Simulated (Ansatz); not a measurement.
A periodic structure is given below.

```
CELL_PARAMETERS angstrom
4.18756 0.00000 0.00000
0.00000 3.31212 0.00000
0.00000 0.00000 5.73675
ATOMIC_POSITIONS crystal
Al 0.50000 0.00000 0.33333
Al 0.00000 0.50000 0.20589
N 0.00000 0.00000 0.33333
N 0.50000 0.50000 0.16667
Al 0.50000 0.50000 0.83333
Al 0.00000 0.00000 0.70589
N 0.00000 0.50000 0.83333
N 0.50000 0.00000 0.66667
```

**Describe what this structure looks like.**

Formula: AlN. It is base-centred orthorhombic, space group Amm2 (No. 38). There are 8 atoms in the cell: 4 Al, 4 N. About every Al there are five N in a distorted trigonal bipyramidal arrangement at 1.81 to 2.14 Å. N is surrounded by five Al in a distorted trigonal bipyramidal arrangement at 1.81 to 2.14 Å. The bonds build a three-dimensional framework.

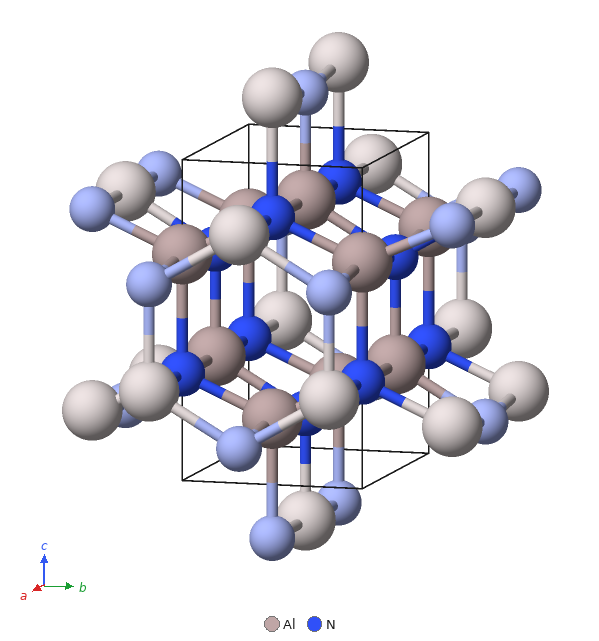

Structure drawing (ball-and-stick), viewed slightly off an axis. The edges of the conventional unit cell are marked. Periodic images bonded to atoms of the box are shown as well, in fainter colours.

The initial geometry was a structure listed in the Materials Project. The cell was then strained or its atoms displaced on purpose. An electronic-structure calculation with Ansatz was run on it.

At this level of theory the cell isn't at rest (forces up to 2.7 eV/Å), so its distances can differ from those at equilibrium, the more so the softer the solid.
